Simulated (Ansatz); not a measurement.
## Electronic structure of AlAs in real space

```
Al As
1.0
     2.83040    2.83040    0.00000
    -2.83040    2.83040    0.00000
     0.00000    0.00000    5.71741
Al As
2 2
Cartesian
  0.0000 0.0000 0.0000
  0.0000 2.8304 2.8587
  1.4152 1.4152 1.4294
  -1.4152 1.4152 4.2881
```

Space group I-4m2.

Theory: Ansatz 0.2.0, DFT, PBE, plane-wave PAW, default files, scalar-relativistic.

The density is the valence pseudo-density of a PAW calculation; it isn't the true density close to the nuclei.

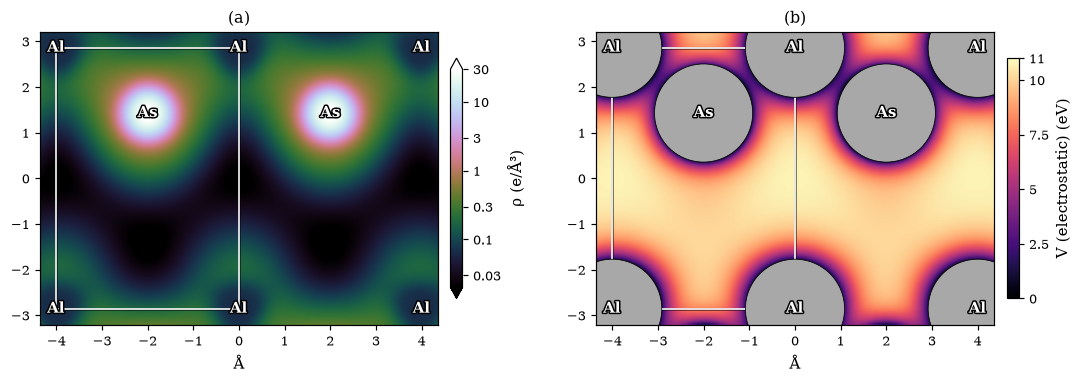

Figure 1. (a) valence charge density (pseudo); (b) electrostatic potential (local pseudopotential plus Hartree) felt by an electron on the (100) plane of the conventional cell. Grey discs cover the atomic cores in the potential map.

> Interpret the plot.

Atoms in the plane: Al and As.
Al–As (2.46 Å): ρ is about 0.48 e/Å³ halfway.
Between the atoms the lowest density in this plane is 0.02 e/Å³.
Outside the cores the potential energy rises away from the atoms and is highest about 2.5 Å from the nearest atoms; its zero is arbitrary.

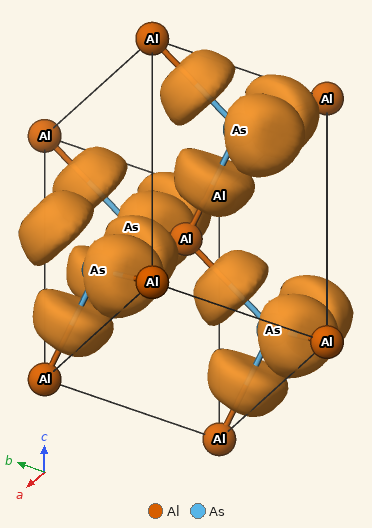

Figure 2. Isosurface of the ELF at 0.7 (orange), seen at an oblique angle. Only the valence region is drawn (cores and ρ < 0.01 e/Å³ removed). Sticks mark near contacts.

> Where are the electrons localised?

The ELF exceeds this value in eight regions between bonded Al–As atoms (shared pairs), counted in one cell of 4 atoms. Regions shared between cells count once.


Al–As (2.46 Å): the ELF peaks at about 0.90 between the atoms; localised, covalent bonding.

> Does the calculation give a band gap?

It is gapped, with a Kohn–Sham gap of 1.5 eV on the k-point mesh (the band edges may lie off the mesh, which would make the gap smaller).
